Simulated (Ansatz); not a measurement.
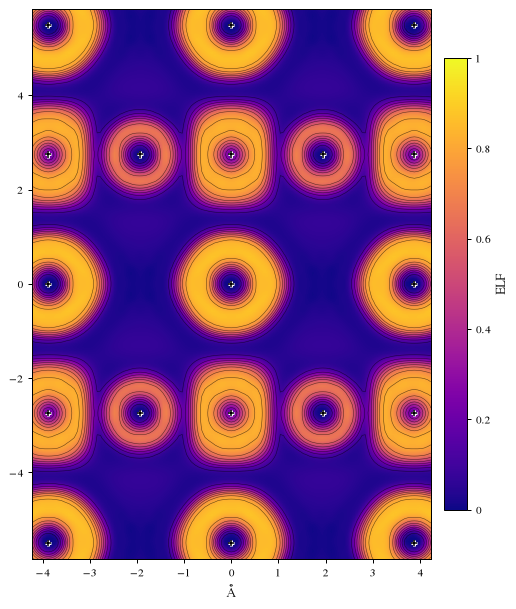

The ELF on a plane through atoms (crosses mark nuclei in the plane).

Theory: DFT, r2SCAN, PAW with Ansatz's default frozen-core files, scalar-relativistic; relaxation of cell and atoms in Ansatz.

Candidates:
A. GaN, a = 3.25 Å, b = 3.25 Å, c = 5.13 Å, α = 90.00°, β = 90.00°, γ = 120.00°. Space group P6₃mc; changed on purpose from its base cell (in-plane strain +0.02, out-of-plane length and atoms relaxed by PAW); computed pressure about −6 GPa in this cell.
B. SrTiO₃, a = 3.88 Å, b = 3.88 Å, c = 3.88 Å, α = 90.00°, β = 90.00°, γ = 90.00°. Space group Pm-3m; computed pressure about 4 GPa in this cell; computed without spin polarisation.

Which system is this?

Answer. Candidate B: SrTiO₃ on the (011) plane of the conventional cell, which holds Sr, Ti and O. Ti–O (1.94 Å): the ELF peaks at about 0.85 in the valence shell of O, 0.6 Å from its nucleus, and is about 0.20 at the midpoint (no shared electron pair shows on this line). Sr–O (2.74 Å): the ELF is about 0.05 at the midpoint; a largely ionic contact.
